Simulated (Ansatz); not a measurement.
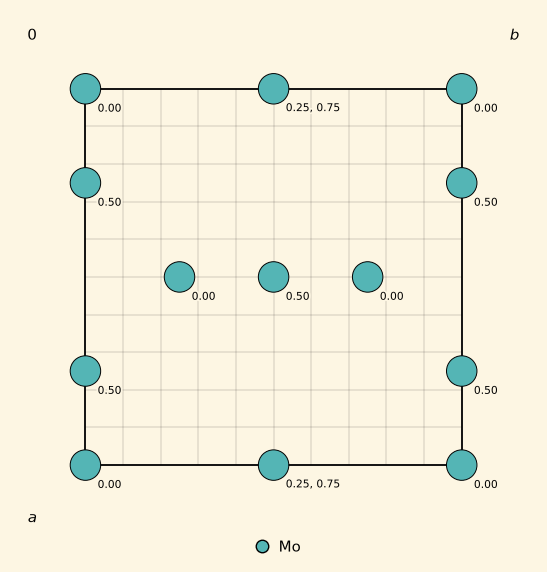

Plan of a unit cell projected along c (a down the page, b across); the numbers are heights as fractions of c, and atoms on the cell's edges are repeated. The grid marks tenths of a and b. Source: the end point of a relaxation with DFT, PBE, plane waves (420 eV) with PAW, scalar-relativistic (Ansatz 0.2.0); the starting structure was generated, so it need not be a known form of this composition. Geometry calculated from the standardised cell; symmetry tolerance 0.002 Å.

a = 5.042 Å, b = 5.042 Å, c = 5.042 Å, α = 90.00°, β = 90.00°, γ = 90.00°.

What does the cell contain?

8 Mo: Mo, Z = 8.

Which space group?

No. 223, Pm-3n, primitive cubic.

Give the independent sites, coordinates to two places.

```json
{"atom": "Mo", "site": "2a", "symmetry": "m-3.", "x": "0.00", "y": "0.00", "z": "0.00"}
{"atom": "Mo", "site": "6c", "symmetry": "-4m.2", "x": "0.25", "y": "0.00", "z": "0.50"}
```
